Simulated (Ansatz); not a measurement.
Geometry relaxation of TaN (part 1 of 2)

The run: geometry relaxation of TaN (slab, 8 atoms in the cell). Method and program: DFT r2SCAN, scalar-relativistic, plane waves, PAW, no spin polarisation (Ansatz 0.2.0).

The structure derives from an entry of the Crystallography Open Database. The input holds or restrains some coordinates. Forces given for the steps count only the free coordinates. It belongs to a series of runs on one base structure; here: clean slab, lower half held.

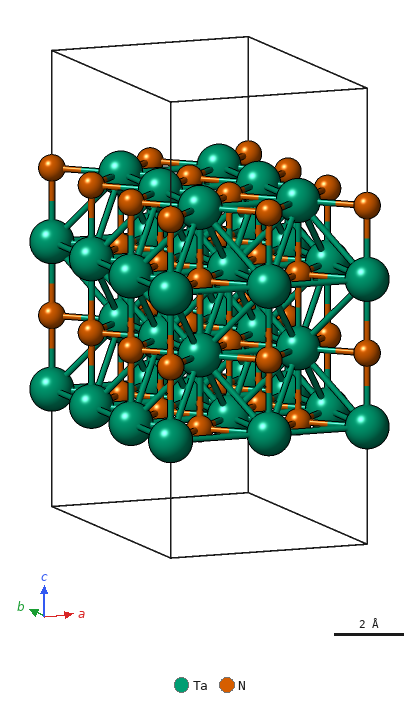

Figure 1. The input geometry (ball-and-stick view of the 2 × 3 repeat of the cell, with the vacuum cut short, seen slightly off an axis). An atom can appear more than once, as a periodic image. Near neighbours in the periodic cell (some may lie outside the picture): Ta has 5 N at 2.20 Å and 8 Ta at 3.11 Å; N has 5 Ta at 2.20 Å; Ta has 6 N at 2.20 Å and 12 Ta at 3.11 Å; N has 6 Ta at 2.20 Å.

## Input
```yaml
crystal:
  lattice:
    - [3.1088180366, 0.0, 0.0]
    - [0.0, 3.1088180366, 0.0]
    - [0.0, 0.0, 23.5947989454]
  atoms:
    - { symbol: Ta, position: [0.0, 0.0, 0.3602488845] }
    - { symbol: "N", position: [0.5, 0.5, 0.3602488845] }
    - { symbol: Ta, position: [0.5, 0.5, 0.4534162948] }
    - { symbol: "N", position: [0.0, 0.0, 0.4534162948] }
    - { symbol: Ta, position: [0.0, 0.0, 0.5465837052] }
    - { symbol: "N", position: [0.5, 0.5, 0.5465837052] }
    - { symbol: Ta, position: [0.5, 0.5, 0.6397511155] }
    - { symbol: "N", position: [0.0, 0.0, 0.6397511155] }
basis:
  ecutwfc: 500
kpoints:
  mp_grid: { grid: [9, 9, 1] }
hamiltonian:
  xc: r2scan
scf:
  occupations: { method: gaussian, width: 0.1 }
output:
  forces: true
  eigenvalues: true
  write_density: true
  write_potential: true
  elf: true
  volumetric_format: npy
relax:
  adjacent_minimum: "off"
  f_tol: 0.03
  max_steps: 70
  constraints: [{ sites: [0, 1, 2, 3] }]
efield:
  axis: 3
  dipole_correction: true
  ramp_width: 0.04
```

Launch command:
```bash
ansatz run input.yaml --threads 2 --pin off --max-ram 5120MiB --backend cpu --events-out ev --progress --plain --runs-dir out
```

## Output
```
Engine: ansatz 0.2.0, x86_64-unknown-linux-gnu
Pseudopotentials: kind: paw
Pseudopotential: Ta, paw, valence charge 13, recommended cutoff 500 eV (meta_gga), Ta.paw.azcp
Pseudopotential: N, paw, valence charge 5, recommended cutoff 500 eV (meta_gga), N.paw.azcp
Functional definition: r2SCAN
  parameter k0 = 0.174
  parameter k1 = 0.065
  parameter a1 = 4.9479
  exchange = r2scan_x(k0 = k0, k1 = k1, a1 = a1)
  correlation = r2scan_c
Crystal: 8 atoms, lattice volume = 228.038 Å³
Basis set: ecut = 500 eV, 5803 PW (Γ), exchange–correlation on 96×96×720 points (64 copies of the dense FFT grid, shifted against one another)
Bands: 44, of which v1, the nominal top of the filled ones, is band 36 counted from 1 (35 counted from 0)
Symmetry: 8 space group operations
k-points: 15 of 81
Non-local potential: Ta, projectors of the file, l = 0: 3, l = 1: 2, l = 2: 2, l = 3: 1
Non-local potential: N, projectors of the file, l = 0: 2, l = 1: 2, l = 2: 1
PAW form: soft (Blöchl's): semilocal exchange-correlation on the pseudo side does not see the compensation charge
PAW frozen core: Ta, regenerated for the run's functional (the file was generated under x = pbe(κ = 0.804, μ = 0.2195149727645171), c = pbe(β = 0.06672455060314922))
PAW frozen core: N, regenerated for the run's functional (the file was generated under x = pbe(κ = 0.804, μ = 0.2195149727645171), c = pbe(β = 0.06672455060314922))
PAW one-centre angular grid: Ta, 590 points (default); XC on 160 Gauss nodes
PAW one-centre angular grid: N, 302 points (default); XC on 160 Gauss nodes
Initial density: superposition of atomic densities (neutral atoms: chi_scale 0, normalization atom), corrected by the library's trained network
Initial wavefunctions: pseudopotential atomic-orbital guess
Functional: x = r2scan, c = r2scan; τ floored in thin density (d = 2e-4 eV/Å³)
SCF iter   1: F=—  HF=-41321.907766 eV  |F-HF|=—  |Δ(HF+E_count)|=         —  Δρ=6.75e-3  dr2=6.29e-1  dr2_τ=4.57e-1  ethr=1.77e-3  p=0.000 e·Å  D=1.85e-13 V/Å  ΔV_dip=-0.00 eV  dr2_dipole=5.31e-6  V_vac-E_F(+/−)=3.57/3.57 eV  ⟨swp⟩=9.0  Hψ=3474  notcnv=0
efield: sawtooth ramp at fractional position 0.9800 (placed from the atoms, in the widest stretch of the axis that holds none; the zero of the levels goes with the place), width 0.0400; the density the first Hamiltonian is built on has a dipole p = 0.000 e·Å; the dipole correction subtracts the counter field D = 1.85e-13 V/Å, which shifts the + side's vacuum level by -0.00 eV against the − side's; the planar-averaged density in the ramp window peaks in size at 1.2e-5 e/Å³
preconditioner: auto → LDOS  [metal: Δε(μ)=0.050 eV  Ē_g=9.540 eV  σ=0.100 eV  W_gap=0.27  n_scr=44 (ndim 8)  ℏωp=15.6 eV  f_vac=0.555  D(μ)=4.64/eV (n_scr^D=14)  β→1.0]
SCF iter   2: F=—  HF=-41322.121857 eV  |F-HF|=—  |Δ(HF+E_count)|=   2.14e-1  Δρ=3.06e-3  dr2=3.42e-2  dr2_τ=7.27e-3  ethr=8.74e-4  p=0.000 e·Å  D=3.06e-5 V/Å  ΔV_dip=-0.00 eV  dr2_dipole=4.96e-6  V_vac-E_F(+/−)=3.49/3.49 eV  ⟨swp⟩=3.4  Hψ=1083  notcnv=0  defer=29
SCF iter   3: F=—  HF=-41322.121246 eV  |F-HF|=—  |Δ(HF+E_count)|=   6.10e-4  Δρ=1.00e-3  dr2=2.32e-3  dr2_τ=8.27e-4  ethr=4.75e-5  p=0.000 e·Å  D=1.98e-6 V/Å  ΔV_dip=-0.00 eV  dr2_dipole=2.32e-8  V_vac-E_F(+/−)=3.54/3.54 eV  ⟨swp⟩=2.5  Hψ=1197  notcnv=0  defer=29
SCF iter   4: F=—  HF=-41322.121830 eV  |F-HF|=—  |Δ(HF+E_count)|=   5.84e-4  Δρ=2.16e-4  dr2=3.14e-4  dr2_τ=1.58e-5  ethr=3.23e-6  p=0.000 e·Å  D=1.01e-5 V/Å  ΔV_dip=-0.00 eV  dr2_dipole=9.75e-8  V_vac-E_F(+/−)=3.55/3.55 eV  ⟨swp⟩=3.0  Hψ=1356  notcnv=0  defer=29
SCF iter   5: F=—  HF=-41322.121870 eV  |F-HF|=—  |Δ(HF+E_count)|=   3.93e-5  Δρ=9.20e-5  dr2=4.66e-5  dr2_τ=3.78e-6  ethr=4.36e-7  p=0.000 e·Å  D=7.51e-7 V/Å  ΔV_dip=-0.00 eV  dr2_dipole=1.94e-8  V_vac-E_F(+/−)=3.56/3.56 eV  ⟨swp⟩=2.9  Hψ=1163  notcnv=0  defer=29
SCF iter   6: F=-41322.121882 eV  HF=-41322.121889 eV  |F-HF|=6.69e-6  |Δ(HF+E_count)|=   1.93e-5  Δρ=3.01e-5  dr2=1.17e-5  dr2_τ=2.13e-7  ethr=3.12e-8  p=0.000 e·Å  D=2.71e-6 V/Å  ΔV_dip=-0.00 eV  dr2_dipole=4.73e-9  V_vac-E_F(+/−)=3.57/3.57 eV  ⟨swp⟩=25.1  Hψ=8510  notcnv=0
SCF 1 converged in 6 iterations: F = -41322.121882 eV  dr2 = 1.17e-5
  greatest PAW one-centre occupation: 0.998 electrons in one spin orbital (limit 2), on the Ta atom at site 4 (counted from 0), in its partial waves of l = 0
relax step   1: F+E_penalty+E_count = -41322.12188229 eV  Δ(F+E_penalty+E_count) = +0.000e0 eV  max|allowed force component| = 2.215e0 eV/Å  Δτ_max = 0.0000 Å  (6 SCF iters, dr2 threshold 2.25e-5 eV, accepted)
Initial density: handed on by an earlier stage of this run
Initial wavefunctions: those handed on with the density
iter 1 solved again at ethr=9.68e-4 eV; its pass at ethr=3.10e-3 eV (dr2=6.97e-1 eV) is discarded
SCF iter   1: F=—  HF=-41322.063200 eV  |F-HF|=—  |Δ(HF+E_count)|=         —  Δρ=8.94e-3  dr2=7.82e-1  dr2_τ=2.00e0  ethr=9.68e-4  p=0.000 e·Å  D=2.87e-6 V/Å  ΔV_dip=-0.00 eV  dr2_dipole=8.23e-2  V_vac-E_F(+/−)=3.65/3.65 eV  ⟨swp⟩=1.7  Hψ=2656  notcnv=0  defer=35
efield: sawtooth ramp at fractional position 0.9800 (handed on by an earlier solve), width 0.0400; the density the first Hamiltonian is built on has a dipole p = 0.000 e·Å; the dipole correction subtracts the counter field D = 2.87e-6 V/Å, which shifts the + side's vacuum level by -0.00 eV against the − side's; the planar-averaged density in the ramp window peaks in size at 9.8e-7 e/Å³
eigensolver tolerance schedule calibrated: the retry pair's looser diagonalisation under-reported the residual by θ = 0.11 (0.22/decade); ethr = c·dr2/N_el runs at the constant in force after the calibration composes with the one it found (an armed cap, an earlier calibration), c = 2.1e-2
preconditioner: auto → LDOS  [metal: Δε(μ)=0.067 eV  Ē_g=9.619 eV  σ=0.100 eV  W_gap=0.36  n_scr=44 (ndim 8)  ℏωp=15.6 eV  f_vac=0.556  D(μ)=3.54/eV (n_scr^D=12)  β→1.0]
SCF iter   2: F=—  HF=-41322.524651 eV  |F-HF|=—  |Δ(HF+E_count)|=   4.61e-1  Δρ=5.08e-3  dr2=1.80e-1  dr2_τ=1.28e-2  ethr=2.34e-4  p=0.035 e·Å  D=2.76e-2 V/Å  ΔV_dip=-0.65 eV  dr2_dipole=1.43e-2  V_vac-E_F(+/−)=3.06/3.71 eV  ⟨swp⟩=3.8  Hψ=1515  notcnv=0  defer=35
SCF iter   3: F=—  HF=-41322.504215 eV  |F-HF|=—  |Δ(HF+E_count)|=   2.04e-2  Δρ=1.39e-3  dr2=1.24e-2  dr2_τ=6.52e-4  ethr=5.36e-5  p=0.030 e·Å  D=2.40e-2 V/Å  ΔV_dip=-0.57 eV  dr2_dipole=9.60e-5  V_vac-E_F(+/−)=3.15/3.72 eV  ⟨swp⟩=2.9  Hψ=1449  notcnv=0  defer=35
SCF iter   4: F=—  HF=-41322.503276 eV  |F-HF|=—  |Δ(HF+E_count)|=   9.40e-4  Δρ=3.37e-4  dr2=7.89e-4  dr2_τ=2.49e-5  ethr=3.71e-6  p=0.036 e·Å  D=2.83e-2 V/Å  ΔV_dip=-0.67 eV  dr2_dipole=1.07e-7  V_vac-E_F(+/−)=3.06/3.73 eV  ⟨swp⟩=3.1  Hψ=1432  notcnv=0  defer=35
SCF iter   5: F=—  HF=-41322.503416 eV  |F-HF|=—  |Δ(HF+E_count)|=   1.40e-4  Δρ=9.79e-5  dr2=7.60e-5  dr2_τ=2.92e-6  ethr=2.36e-7  p=0.039 e·Å  D=3.06e-2 V/Å  ΔV_dip=-0.72 eV  dr2_dipole=2.63e-5  V_vac-E_F(+/−)=3.02/3.74 eV  ⟨swp⟩=3.0  Hψ=1256  notcnv=0  defer=35
SCF iter   6: F=-41322.503416 eV  HF=-41322.503419 eV  |F-HF|=2.60e-6  |Δ(HF+E_count)|=   2.91e-6  Δρ=3.46e-5  dr2=6.13e-6  dr2_τ=3.46e-7  ethr=2.27e-8  p=0.039 e·Å  D=3.10e-2 V/Å  ΔV_dip=-0.73 eV  dr2_dipole=3.24e-6  V_vac-E_F(+/−)=3.02/3.75 eV  ⟨swp⟩=28.0  Hψ=8896  notcnv=0
SCF 2 converged in 6 iterations: F = -41322.503416 eV  dr2 = 6.13e-6
  greatest PAW one-centre occupation: 0.998 electrons in one spin orbital (limit 2), on the Ta atom at site 6 (counted from 0), in its partial waves of l = 0
relax step   2: F+E_penalty+E_count = -41322.50341623 eV  Δ(F+E_penalty+E_count) = -3.815e-1 eV  max|allowed force component| = 8.320e-1 eV/Å  Δτ_max = 0.1253 Å  (6 SCF iters, dr2 threshold 1.00e-4 eV, accepted)
iter 1 solved again at ethr=6.61e-4 eV; its pass at ethr=3.10e-3 eV (dr2=4.76e-1 eV) is discarded
SCF iter   1: F=—  HF=-41322.529659 eV  |F-HF|=—  |Δ(HF+E_count)|=         —  Δρ=6.92e-3  dr2=5.94e-1  dr2_τ=6.81e-1  ethr=6.61e-4  p=0.039 e·Å  D=3.10e-2 V/Å  ΔV_dip=-0.73 eV  dr2_dipole=2.45e-1  V_vac-E_F(+/−)=3.02/3.75 eV  ⟨swp⟩=2.1  Hψ=2471  notcnv=0  defer=27
efield: sawtooth ramp at fractional position 0.9800 (handed on by an earlier solve), width 0.0400; the density the first Hamiltonian is built on has a dipole p = 0.039 e·Å; the dipole correction subtracts the counter field D = 3.10e-2 V/Å, which shifts the + side's vacuum level by -0.73 eV against the − side's; the planar-averaged density in the ramp window peaks in size at 2.3e-6 e/Å³
eigensolver tolerance schedule calibrated: the retry pair's looser diagonalisation under-reported the residual by θ = 0.20 (0.30/decade); ethr = c·dr2/N_el runs at the constant in force after the calibration composes with the one it found (an armed cap, an earlier calibration), c = 1.1e-2
preconditioner: auto → LDOS  [metal: Δε(μ)=0.051 eV  Ē_g=9.516 eV  σ=0.100 eV  W_gap=0.28  n_scr=44 (ndim 8)  ℏωp=15.6 eV  f_vac=0.557  D(μ)=4.50/eV (n_scr^D=14)  β→1.0]
SCF iter   2: F=—  HF=-41322.543507 eV  |F-HF|=—  |Δ(HF+E_count)|=   1.38e-2  Δρ=3.50e-3  dr2=5.34e-2  dr2_τ=3.67e-3  ethr=9.40e-5  p=0.020 e·Å  D=1.55e-2 V/Å  ΔV_dip=-0.37 eV  dr2_dipole=1.73e-2  V_vac-E_F(+/−)=3.38/3.75 eV  ⟨swp⟩=3.7  Hψ=1514  notcnv=0  defer=27
SCF iter   3: F=—  HF=-41322.535508 eV  |F-HF|=—  |Δ(HF+E_count)|=   8.00e-3  Δρ=8.14e-4  dr2=4.20e-3  dr2_τ=2.24e-4  ethr=8.45e-6  p=0.033 e·Å  D=2.60e-2 V/Å  ΔV_dip=-0.61 eV  dr2_dipole=6.22e-4  V_vac-E_F(+/−)=3.15/3.77 eV  ⟨swp⟩=3.1  Hψ=1484  notcnv=0  defer=29
SCF iter   4: F=—  HF=-41322.535312 eV  |F-HF|=—  |Δ(HF+E_count)|=   1.96e-4  Δρ=2.24e-4  dr2=2.98e-4  dr2_τ=2.59e-5  ethr=6.64e-7  p=0.031 e·Å  D=2.43e-2 V/Å  ΔV_dip=-0.57 eV  dr2_dipole=5.96e-7  V_vac-E_F(+/−)=3.20/3.78 eV  ⟨swp⟩=3.0  Hψ=1370  notcnv=0  defer=29
SCF iter   5: F=-41322.535300 eV  HF=-41322.535324 eV  |F-HF|=2.38e-5  |Δ(HF+E_count)|=   1.18e-5  Δρ=6.01e-5  dr2=3.36e-5  dr2_τ=1.08e-6  ethr=6.85e-9  p=0.031 e·Å  D=2.49e-2 V/Å  ΔV_dip=-0.59 eV  dr2_dipole=8.05e-6  V_vac-E_F(+/−)=3.20/3.78 eV  ⟨swp⟩=26.1  Hψ=8647  notcnv=0
SCF 3 converged in 5 iterations: F = -41322.535300 eV  dr2 = 3.36e-5
relax step   3: F+E_penalty+E_count = -41322.53530013 eV  Δ(F+E_penalty+E_count) = -3.188e-2 eV  max|allowed force component| = 8.979e-1 eV/Å  Δτ_max = 0.1555 Å  (5 SCF iters, dr2 threshold 4.33e-5 eV, accepted)
SCF iter   1: F=—  HF=-41322.509994 eV  |F-HF|=—  |Δ(HF+E_count)|=         —  Δρ=2.66e-3  dr2=1.81e-1  dr2_τ=1.24e-1  ethr=6.27e-4  p=0.031 e·Å  D=2.49e-2 V/Å  ΔV_dip=-0.59 eV  dr2_dipole=7.09e-2  V_vac-E_F(+/−)=3.18/3.77 eV  ⟨swp⟩=3.9  Hψ=1287  notcnv=0  defer=32
efield: sawtooth ramp at fractional position 0.9800 (handed on by an earlier solve), width 0.0400; the density the first Hamiltonian is built on has a dipole p = 0.031 e·Å; the dipole correction subtracts the counter field D = 2.49e-2 V/Å, which shifts the + side's vacuum level by -0.59 eV against the − side's; the planar-averaged density in the ramp window peaks in size at 1.9e-6 e/Å³
preconditioner: auto → LDOS  [metal: Δε(μ)=0.066 eV  Ē_g=9.521 eV  σ=0.100 eV  W_gap=0.34  n_scr=44 (ndim 8)  ℏωp=15.6 eV  f_vac=0.557  D(μ)=3.83/eV (n_scr^D=12)  β→1.0]
SCF iter   2: F=—  HF=-41322.557761 eV  |F-HF|=—  |Δ(HF+E_count)|=   4.78e-2  Δρ=1.82e-3  dr2=6.31e-2  dr2_τ=2.17e-3  ethr=2.52e-4  p=0.040 e·Å  D=3.16e-2 V/Å  ΔV_dip=-0.74 eV  dr2_dipole=2.20e-2  V_vac-E_F(+/−)=3.05/3.80 eV  ⟨swp⟩=2.0  Hψ=1084  notcnv=0  defer=34
SCF iter   3: F=—  HF=-41322.554510 eV  |F-HF|=—  |Δ(HF+E_count)|=   3.25e-3  Δρ=4.21e-4  dr2=5.48e-4  dr2_τ=7.24e-5  ethr=8.76e-5  p=0.036 e·Å  D=2.86e-2 V/Å  ΔV_dip=-0.67 eV  dr2_dipole=1.59e-5  V_vac-E_F(+/−)=3.11/3.79 eV  ⟨swp⟩=2.0  Hψ=864  notcnv=0  defer=34
SCF iter   4: F=—  HF=-41322.554408 eV  |F-HF|=—  |Δ(HF+E_count)|=   1.02e-4  Δρ=1.93e-4  dr2=1.33e-4  dr2_τ=1.62e-5  ethr=7.61e-7  p=0.036 e·Å  D=2.87e-2 V/Å  ΔV_dip=-0.68 eV  dr2_dipole=1.58e-5  V_vac-E_F(+/−)=3.11/3.79 eV  ⟨swp⟩=3.0  Hψ=1351  notcnv=0  defer=34
SCF iter   5: F=-41322.554401 eV  HF=-41322.554405 eV  |F-HF|=3.50e-6  |Δ(HF+E_count)|=   3.30e-6  Δρ=3.97e-5  dr2=6.25e-6  dr2_τ=7.02e-7  ethr=1.39e-7  p=0.036 e·Å  D=2.86e-2 V/Å  ΔV_dip=-0.68 eV  dr2_dipole=8.76e-8  V_vac-E_F(+/−)=3.11/3.79 eV  ⟨swp⟩=24.5  Hψ=8319  notcnv=0
SCF 4 converged in 5 iterations: F = -41322.554401 eV  dr2 = 6.25e-6
relax step   4: F+E_penalty+E_count = -41322.55440129 eV  Δ(F+E_penalty+E_count) = -1.910e-2 eV  max|allowed force component| = 1.160e-1 eV/Å  Δτ_max = 0.0299 Å  (5 SCF iters, dr2 threshold 1.00e-4 eV, accepted)
SCF iter   1: F=—  HF=-41322.553492 eV  |F-HF|=—  |Δ(HF+E_count)|=         —  Δρ=5.30e-4  dr2=4.03e-3  dr2_τ=5.42e-3  ethr=1.62e-4  p=0.036 e·Å  D=2.86e-2 V/Å  ΔV_dip=-0.68 eV  dr2_dipole=6.90e-4  V_vac-E_F(+/−)=3.12/3.79 eV  ⟨swp⟩=1.5  Hψ=913  notcnv=0  defer=1
efield: sawtooth ramp at fractional position 0.9800 (handed on by an earlier solve), width 0.0400; the density the first Hamiltonian is built on has a dipole p = 0.036 e·Å; the dipole correction subtracts the counter field D = 2.86e-2 V/Å, which shifts the + side's vacuum level by -0.68 eV against the − side's; the planar-averaged density in the ramp window peaks in size at 1.8e-6 e/Å³
preconditioner: auto → LDOS  [metal: Δε(μ)=0.033 eV  Ē_g=9.530 eV  σ=0.100 eV  W_gap=0.18  n_scr=44 (ndim 8)  ℏωp=15.6 eV  f_vac=0.558  D(μ)=4.00/eV (n_scr^D=12)  β→1.0]
SCF iter   2: F=—  HF=-41322.555422 eV  |F-HF|=—  |Δ(HF+E_count)|=   1.93e-3  Δρ=4.25e-4  dr2=1.50e-3  dr2_τ=6.27e-5  ethr=5.59e-6  p=0.039 e·Å  D=3.06e-2 V/Å  ΔV_dip=-0.72 eV  dr2_dipole=7.15e-6  V_vac-E_F(+/−)=3.07/3.79 eV  ⟨swp⟩=2.5  Hψ=1221  notcnv=0  defer=1
SCF iter   3: F=—  HF=-41322.555120 eV  |F-HF|=—  |Δ(HF+E_count)|=   3.03e-4  Δρ=7.95e-5  dr2=2.11e-5  dr2_τ=3.99e-6  ethr=2.09e-6  p=0.037 e·Å  D=2.91e-2 V/Å  ΔV_dip=-0.69 eV  dr2_dipole=1.51e-6  V_vac-E_F(+/−)=3.10/3.79 eV  ⟨swp⟩=2.1  Hψ=1019  notcnv=0  defer=1
SCF iter   4: F=—  HF=-41322.555190 eV  |F-HF|=—  |Δ(HF+E_count)|=   6.98e-5  Δρ=2.97e-5  dr2=5.11e-6  dr2_τ=2.81e-7  ethr=2.93e-8  p=0.037 e·Å  D=2.92e-2 V/Å  ΔV_dip=-0.69 eV  dr2_dipole=2.16e-6  V_vac-E_F(+/−)=3.10/3.79 eV  ⟨swp⟩=3.0  Hψ=1180  notcnv=0  defer=1
SCF iter   5: F=—  HF=-41322.555190 eV  |F-HF|=—  |Δ(HF+E_count)|=   2.68e-7  Δρ=9.56e-6  dr2=7.56e-7  dr2_τ=3.01e-8  ethr=7.10e-9  p=0.037 e·Å  D=2.91e-2 V/Å  ΔV_dip=-0.69 eV  dr2_dipole=2.26e-7  V_vac-E_F(+/−)=3.10/3.79 eV  ⟨swp⟩=2.0  Hψ=863  notcnv=0  defer=1
SCF iter   6: F=—  HF=-41322.555190 eV  |F-HF|=—  |Δ(HF+E_count)|=   6.90e-9  Δρ=3.79e-6  dr2=1.03e-7  dr2_τ=6.02e-9  ethr=1.05e-9  p=0.037 e·Å  D=2.91e-2 V/Å  ΔV_dip=-0.69 eV  dr2_dipole=1.68e-8  V_vac-E_F(+/−)=3.10/3.79 eV  ⟨swp⟩=2.0  Hψ=967  notcnv=0  defer=1
SCF iter   7: F=-41322.555190 eV  HF=-41322.555190 eV  |F-HF|=1.90e-8  |Δ(HF+E_count)|=   4.00e-9  Δρ=1.50e-6  dr2=2.19e-8  dr2_τ=7.00e-10  ethr=1.39e-10  p=0.037 e·Å  D=2.91e-2 V/Å  ΔV_dip=-0.69 eV  dr2_dipole=8.13e-9  V_vac-E_F(+/−)=3.10/3.79 eV  ⟨swp⟩=20.4  Hψ=6202  notcnv=0
SCF 5 converged in 7 iterations: F = -41322.555190 eV  dr2 = 2.19e-8
relax step   5: F+E_penalty+E_count = -41322.55518996 eV  Δ(F+E_penalty+E_count) = -7.887e-4 eV  max|allowed force component| = 1.348e-2 eV/Å  Δτ_max = 0.0094 Å  (7 SCF iters, accepted)
iter 1 solved again at ethr=3.05e-11 eV; its pass at ethr=3.10e-3 eV (dr2=2.20e-8 eV) is discarded
SCF iter   1: F=—  HF=-41322.555190 eV  |F-HF|=—  |Δ(HF+E_count)|=         —  Δρ=1.50e-6  dr2=2.19e-8  dr2_τ=7.00e-10  ethr=3.05e-11  p=0.037 e·Å  D=2.91e-2 V/Å  ΔV_dip=-0.69 eV  dr2_dipole=8.12e-9  V_vac-E_F(+/−)=3.10/3.79 eV  ⟨swp⟩=1.0  Hψ=2270  notcnv=0
efield: sawtooth ramp at fractional position 0.9800 (kept from the solve that this one continues, or follows in the run), width 0.0400; the density the first Hamiltonian is built on has a dipole p = 0.037 e·Å; the dipole correction subtracts the counter field D = 2.91e-2 V/Å, which shifts the + side's vacuum level by -0.69 eV against the − side's; the planar-averaged density in the ramp window peaks in size at 1.8e-6 e/Å³
preconditioner: auto → LDOS  [metal: Δε(μ)=0.036 eV  Ē_g=9.528 eV  σ=0.100 eV  W_gap=0.20  n_scr=44 (ndim 8)  ℏωp=15.6 eV  f_vac=0.558  D(μ)=3.98/eV (n_scr^D=12)  β→1.0]
SCF iter   2: F=-41322.555190 eV  HF=-41322.555190 eV  |F-HF|=9.82e-10  |Δ(HF+E_count)|=   5.28e-9  Δρ=1.09e-6  dr2=3.77e-9  dr2_τ=4.12e-10  ethr=3.04e-11  p=0.037 e·Å  D=2.91e-2 V/Å  ΔV_dip=-0.69 eV  dr2_dipole=3.50e-12  V_vac-E_F(+/−)=3.10/3.79 eV  ⟨swp⟩=12.5  Hψ=5064  notcnv=0
SCF 6 converged in 2 iterations: F = -41322.555190 eV  dr2 = 3.77e-9
```

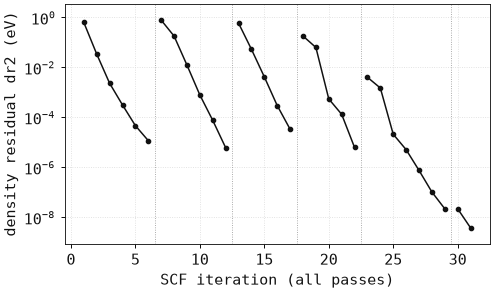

Figure 2. Convergence of the self-consistent field: density residual dr2 against the SCF iteration. Dotted lines part the SCF passes that the log prints in full.
